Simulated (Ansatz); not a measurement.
Input file:

```
crystal:
  lattice:
    - [4.7201335122, 0.0, 0.0]
    - [0.0, 4.7206343096, 0.0]
    - [0.0, 0.0, 3.4120402756]
  atoms:
    - { symbol: Sn, position: [0.5, 0.5, 0.5036858593] }
    - { symbol: Sn, position: [0.0, 0.0, -0.0036858593] }
    - { symbol: O, position: [0.305992035, 0.3061675039, -0.023519652] }
    - { symbol: O, position: [0.805992035, 0.1938324961, 0.523519652] }
    - { symbol: O, position: [0.194007965, 0.8061675039, 0.523519652] }
    - { symbol: O, position: [0.694007965, 0.6938324961, -0.023519652] }
basis:
  ecutwfc: 520.0
kpoints:
  mp_grid: { grid: [6, 6, 8] }
hamiltonian:
  xc: lda
  pseudopotentials: { kind: paw, azcp: { folder: soft_1 } }
scf:
  occupations: { method: gaussian, width: 0.05 }
output:
  forces: true
  stress: true
  eigenvalues: true
  write_density: true
  write_potential: true
  elf: true
  volumetric_format: npy
```

Launched as:

```sh
ansatz run input.yaml --threads 2 --pin off --max-ram 4096MiB --backend cpu --events-out ev --progress --plain --runs-dir out
```

Below, planes, directions and counts refer to the conventional cell (a = 4.72 Å, b = 4.72 Å, c = 3.41 Å, α = 90.00°, β = 90.00°, γ = 90.00°).

Space group P-42₁m; a point of a scan over the structure, not its minimum; a structure from a database of computed crystals, not necessarily the ambient phase; changed on purpose from its base cell (mode 14 frozen in at -0.075 Å, normal strain along z +0.0700); not relaxed (largest force 1.1 eV/Å); computed pressure about −13 GPa in this cell; PAW files of the earlier set (soft_1).

Method: DFT LDA, scalar-relativistic, plane waves, PAW (Ansatz).

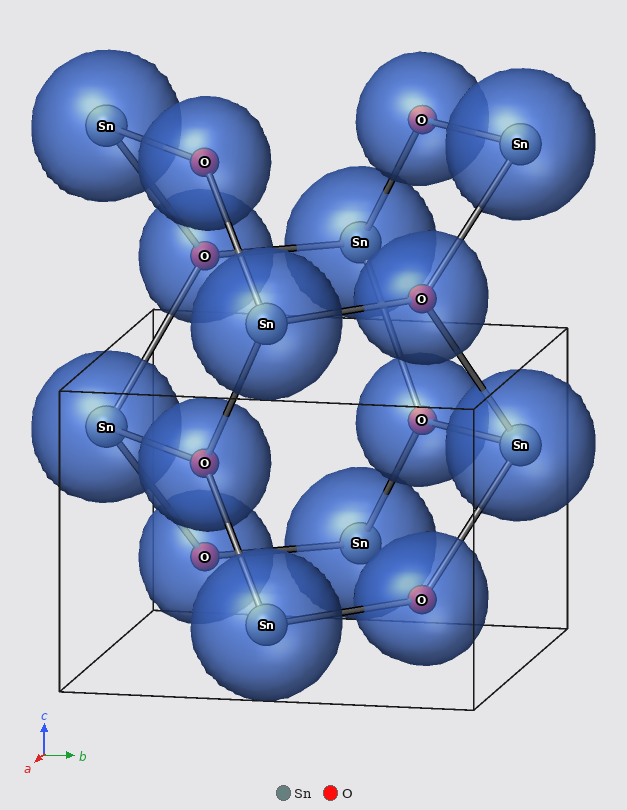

SnO2. Isosurface of the valence electron density at 1 e/Å³ (blue), seen slightly off an axis. Sticks mark near contacts.

In a PAW calculation such maps are meaningful between the atoms, not at the nuclei.

How is the density connected at this value?

Answer. At this value the density breaks into separate islands; it holds about 70 % of the electrons treated as valence (semicore included). It bridges none of the near contacts. It is pinched off along the sampled Sn–O (2.04 Å) and Sn–O (2.22 Å) contacts. On the grid the lowest density along these lines, outside the cores, is 0.67 e/Å³ (Sn–O, 2.04 Å) and 0.48 e/Å³ (Sn–O, 2.22 Å).
